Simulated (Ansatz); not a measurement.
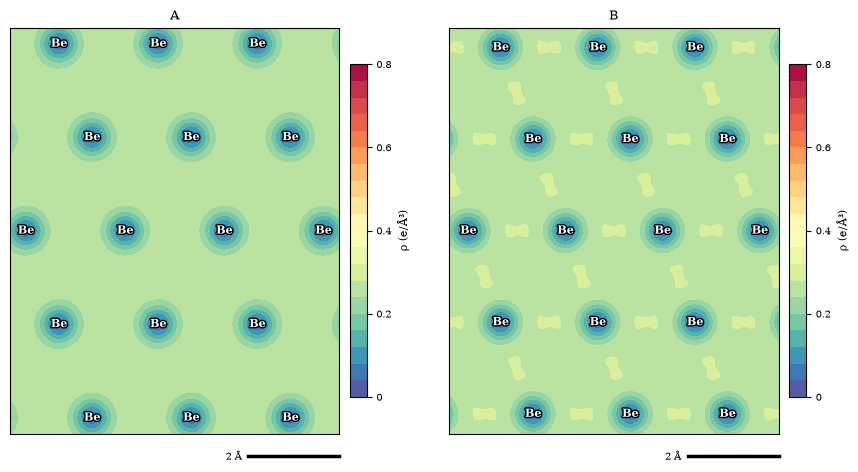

Be. The valence charge density (pseudo) of two cells that differ in size, on the (001) plane of each (indices in the axes of the calculation cell), at one length scale and on one colour scale; one has 7.6 and the other 8.0 Å³ an atom.

These are results of Ansatz, DFT, PBE, PAW with Ansatz's default frozen-core files, scalar-relativistic, not measurements.

Q: Which panel shows the smaller cell, and what does the compression change?

A: Panel B is the smaller cell, by 6 % in volume. From the larger cell to the smaller, Be–Be goes from 2.18 to 2.14 Å, and the density at its midpoint from 0.26 to 0.28 e/Å³; the pressure goes from −3.2 to 4.4 GPa.
